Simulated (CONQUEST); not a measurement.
**Energy of Hf along an even scaling of the cell**

System: Hf (Fm-3m, 2 atoms in the cell).
Method: Kohn-Sham DFT of a periodic cell, PBEsol, PseudoDojo NC PBEsol, no spin polarisation (CONQUEST 1.3).

The 7 runs differ only in the geometry, by an even scaling of the cell at fixed fractional positions. The structure derives from an entry of the Crystallography Open Database.

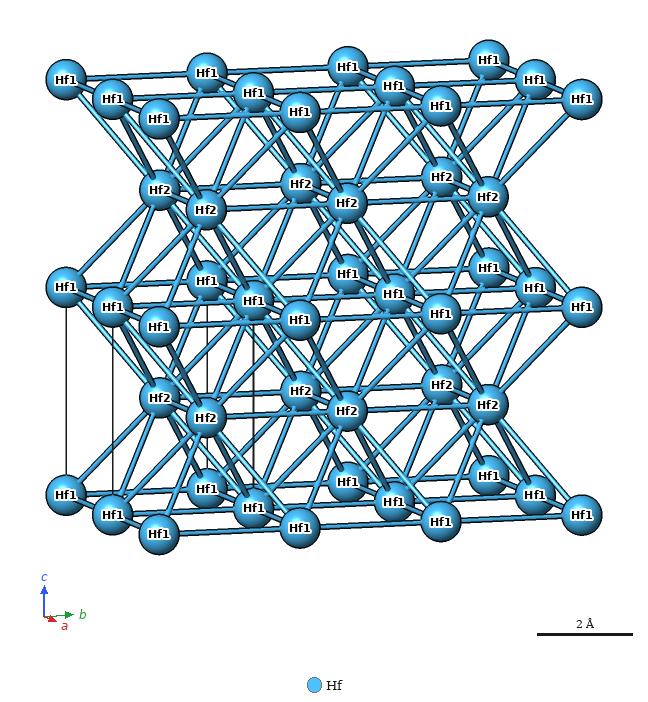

Figure 1. The structure of run 4 (ball-and-stick view of the cell of the calculation, repeated 2 × 3 × 2, seen slightly off an axis; atoms are numbered from 1 in the order of the input). An atom can appear more than once, as a periodic image.

## Input of run 4
```
IO.Title Hf
IO.Coordinates coords.dat
IO.FractionalAtomicCoords T
IO.Iprint 2
IO.Iprint_init 1
General.NumberOfSpecies 1
General.PseudopotentialType hamann
AtomMove.TypeOfRun static
AtomMove.FullStress T
Grid.PointsAlongX 32
Grid.PointsAlongY 32
Grid.PointsAlongZ 48
DM.SolutionMethod diagon
Diag.MPMesh T
Diag.GammaCentred T
Diag.MPMeshX 9
Diag.MPMeshY 9
Diag.MPMeshZ 6
Diag.kT 0.00183747
minE.SCTolerance 1e-6
SC.MaxIters 100
IO.AtomChargeOutput T
%block ChemicalSpeciesLabel
1 178.490 Hf
%endblock
```

Command:
```bash
OMP_NUM_THREADS=1 Conquest
```

Lattice vectors (Å) and fractional positions of run 4:
```
   3.139554    0.000000    0.000000
   0.000000    3.139554    0.000000
   0.000000    0.000000    4.440000
Hf  0.000000  0.000000  0.000000
Hf  0.500000  0.500000  0.500000
```

Run 2 has the same physical settings and fractional positions; its lattice vectors (Å) are:
```
   3.097122    0.000000    0.000000
   0.000000    3.097122    0.000000
   0.000000    0.000000    4.379993
```

## Results, with one run withheld

| run | volume per atom (Å³) | free energy per atom, from the lowest run given (meV) | pressure (GPa) |
| --- | --- | --- | --- |
| 1 | 20.569 | 27.33 | 7.27 |
| 2 | 21.007 | ? | ? |
| 3 | 21.444 | 2.05 | 1.93 |
| 4 | 21.882 | 0.00 | −0.27 |
| 5 | 22.320 | 3.56 | −2.44 |
| 6 | 22.757 | 12.67 | −4.23 |
| 7 | 23.195 | 27.03 | −6.22 |

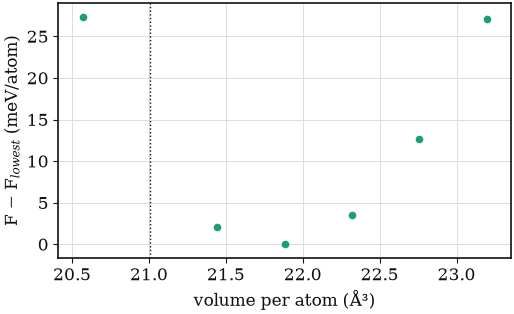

Figure 2. Free energy per atom of the runs given; the dotted line marks run 2.

What should run 2 give?

A cubic polynomial in V^(−2/3) (the Birch–Murnaghan form), fitted to the 6 runs given, misses them by at most 0.16 meV per atom. With x = V^(−2/3) − 0.12737 Å⁻², it reads F = 0.26915 − 1412.8 x + 1.0436e+06 x² − 1.2819e+06 x³ (meV per atom). At run 2 it gives 11.08 meV per atom, and the run itself gives 10.83. The slope of the fit gives a pressure −dF/dV of 4.56 GPa there, and the run prints 4.64 GPa. The two needn't agree exactly: the fit is approximate, and the printed stress is taken on a finite basis. The fit has its minimum at 21.824 Å³ per atom, where V d²F/dV² gives 111 GPa: the bulk modulus at this level, since symmetry fixes the shape and the positions.

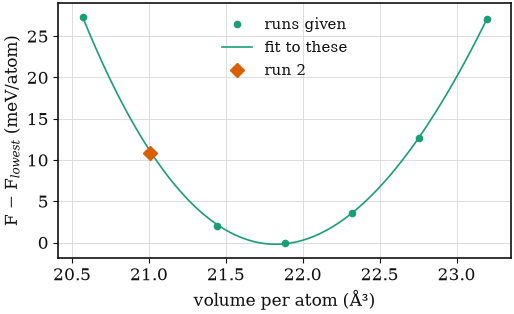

Figure 3. The fit and the withheld run.

## Some lines of the output (run 2)
```
[...]
          DFT Total Energy                 :      -112.731481304724923 Ha
          Free Energy (E-TS)               :      -112.737829388353660 Ha
          DFT Total Energy                 :      -112.735877680148334 Ha
          Free Energy (E-TS)               :      -112.737217421999915 Ha
          DFT Total Energy                 :      -112.736154465201622 Ha
          Free Energy (E-TS)               :      -112.737211881721109 Ha
          DFT Total Energy                 :      -112.736155974810259 Ha
          Free Energy (E-TS)               :      -112.737211866745767 Ha
          DFT Total Energy                 :      -112.736155878195575 Ha
          Free Energy (E-TS)               :      -112.737211891824231 Ha
          DFT Total Energy                 :      -112.736155968557142 Ha
      | Free Energy as E-TS      =      -112.737211891824231 Ha
      |* DFT total energy        =      -112.736155968557142 Ha
    force: Average pressure:      4.64194764 GPa
```

Notes: Spin–orbit coupling is left out, which matters for Hf. With a small basis of atomic orbitals these values can differ much from converged plane-wave results.
